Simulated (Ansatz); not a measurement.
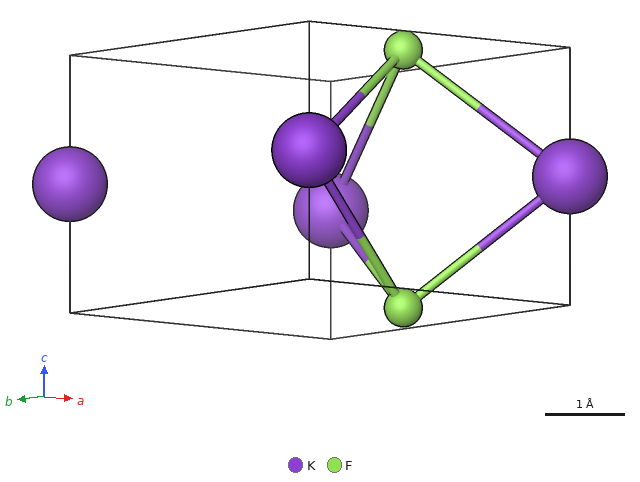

Phonons of crystalline KF (a generated structure), space group P-6m2 (No. 187), at the zone centre. Style: ball-and-stick. Shown: the cell of the calculation, from a free direction.

All numbers below come from DFT PBE, scalar-relativistic, plane waves, PAW (Ansatz).

The input:
```yaml
crystal:
  lattice:
    - [3.6926403666, 0.0, 0.0]
    - [-1.8463201833, 3.1979203645, 0.0]
    - [0.0, 0.0, 3.3618960299]
  atoms:
    - { symbol: K, position: [0.0, 0.0, 0.5] }
    - { symbol: F, position: [0.6666666667, 0.3333333333, 0.0] }
basis:
  ecutwfc: 420
kpoints:
  mp_grid: { grid: [6, 6, 8] }
hamiltonian:
  xc: pbe
scf:
  occupations: { method: fixed }
output:
  eigenvalues: true
phonons:
  method: dfpt
  dielectric: true
  rigid_motions: translations
  eigenvectors: true
  qmesh: [3, 3, 4]
  temperatures: { t_max: 1000, t_step: 100 }
  qpath:
    path:
      - [[0.0, 0.0, 0.0], [0.5, 0.0, 0.0], [0.33333333, 0.33333333, 0.0], [0.0, 0.0, 0.0], [0.0, 0.0, 0.5], [0.5, 0.0, 0.5], [0.33333333, 0.33333333, 0.5], [0.0, 0.0, 0.5]]
      - [[0.5, 0.0, 0.5], [0.5, 0.0, 0.0]]
      - [[0.33333333, 0.33333333, 0.5], [0.33333333, 0.33333333, 0.0]]
    npoints: 8
```

Command:
```bash
ansatz run input.yaml --threads 1 --pin off --max-ram 2560MiB --backend cpu --events-out ev --progress --plain --runs-dir out
```

Frequencies are those without the non-analytic (LO–TO) term.

Give the spectrum at this point.

Answer. The calculation's cell holds 2 atoms, so there are 3 optical modes, in 2 levels. The optical modes span E′ + A₂″. No level is unstable.

```csv
level,symmetry,frequency (cm⁻¹),activity
1,E′,161,infrared- and Raman-active
2,A₂″,166,infrared-active
```

The modes drawn as arrows (one member of each degenerate set):

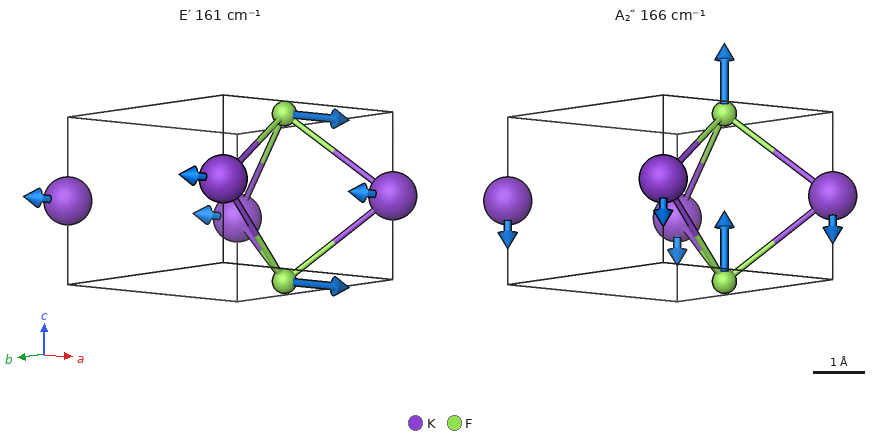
